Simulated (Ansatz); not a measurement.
In15P16 (cell charge −2, with a compensating background) (cell with a defect)

```xyz
31
Lattice="-5.9598 5.9598 5.9598 5.9598 -5.9598 5.9598 5.9598 5.9598 -5.9598" Properties=species:S:1:pos:R:3 pbc="T T T"
In    5.8950    3.0330    2.9268
In    0.0000    5.9598    0.0000
In   -2.9268    2.9268    5.8950
In   -0.0648    2.9268    3.0330
In    3.0330    5.8950    2.9268
In    2.9268    2.9268    6.0246
In    0.0000    0.0000    0.0000
In    2.9268    0.0648    8.8866
In    6.0246    3.0330   -2.9268
In    5.9598    0.0000    0.0000
In    2.9268   -2.9268    5.8950
In    0.0648    2.9268    8.8866
In    3.0330    6.0246   -2.9268
In    3.0330    3.0330    0.0648
In    2.9268   -0.0648    3.0330
P     1.3694   -1.3694    4.5903
P     7.4527    1.5039    1.4929
P     1.5040    4.4669   -1.4929
P    -1.3694    1.3694    4.5903
P     1.4929    1.4929    1.5039
P     4.5903    4.5903    1.3694
P     4.4558    1.4929    4.4669
P     1.4929   -1.4929   10.4156
P     4.4558   -1.4929    7.4527
P     1.5039    7.4527    1.4929
P     1.4929    4.4558    4.4669
P    -1.4929    1.4929   10.4156
P     1.3694    1.3694    7.3292
P     4.4669    4.4669   -4.4558
P     4.4669    1.5040   -1.4929
P    -1.4929    4.4558    7.4527
```

Spin-polarised.

All numbers below come from DFT PBE, scalar-relativistic, plane waves, PAW in Ansatz 0.2.0.

Q: Predict the valence pseudo-density and electron localisation function between the atoms.

A: In–P (2.56 Å): ρ is about 0.44 e/Å³ halfway; the ELF peaks at about 0.90 in the valence shell of P, 0.8 Å from its nucleus, and is about 0.55 at the midpoint.
In–P (2.61 Å): ρ is about 0.41 e/Å³ halfway; the ELF peaks at about 0.90 in the valence shell of P, 0.9 Å from its nucleus, and is about 0.55 at the midpoint.

Q: Does the calculation make it a metal, or give it a gap?

A: It is gapless in this calculation (a metal or semimetal).

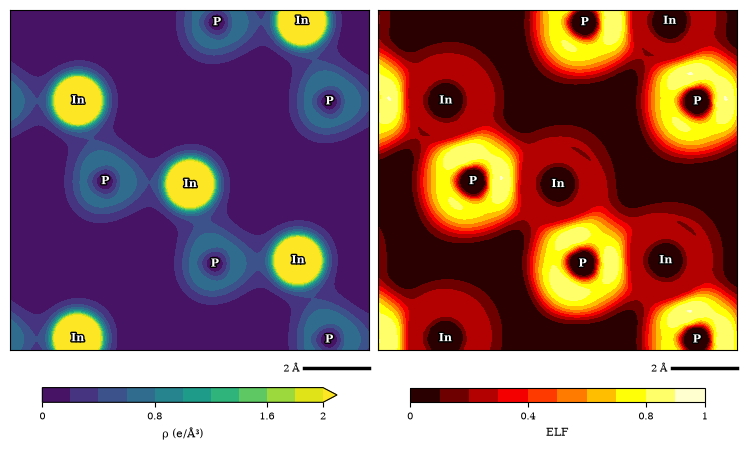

Computed valence pseudo-density and electron localisation function on the (100) plane of the calculation cell, in this order. 

In a PAW calculation such maps are meaningful between the atoms, not at the nuclei.
